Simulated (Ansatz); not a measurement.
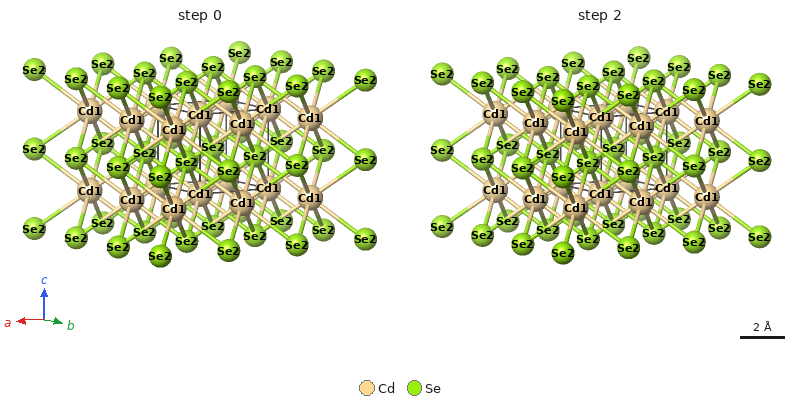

The structure of a crystal of CdSe (a generated structure, set up in Pm-3m) (coarse preliminary run) before (left) and after (right) a relaxation, at one scale.

The picture is a ball-and-stick view of the cell of the calculation, repeated 2 × 2 × 1 with one cell outlined, seen from a free direction.

All numbers below come from DFT PBE, scalar-relativistic, plane waves, PAW (Ansatz). (plane-wave cutoff 420 eV; k-point mesh 6 × 6 × 6; occupations gaussian; smearing width 0.1 eV; no spin polarisation; cell and atoms relaxed; force threshold 0.04 eV/Å; at most 70 steps)

Q: Describe what moved and what it gained.

A: The atoms keep their places relative to the cell (all moves are under 0.005 Å). The drawn cell changes as follows: a = b = c 3.706 → 3.555 Å (−4.1 %); the volume changes by −11.7 %. Near-neighbour distances that change, for instance: Cd1–Se2 3.210 → 3.079 Å. The space group stays Pm-3m (No. 221). Over 1 accepted move (2 points after the start) the energy falls by 0.112 eV per cell of the calculation. All forces vanish by symmetry, so only the cell relaxes. Pressure: −5.31 GPa at the start and −0.01 GPa at the end. At 1 point the geometry stayed and the basis and grid were re-selected for the new cell (energy shift of 1.3 meV per cell of the calculation at most each time). Cost: 7.3 s on 1 thread of Arm Neoverse N1 (shared host), peak memory 0.31 GiB.
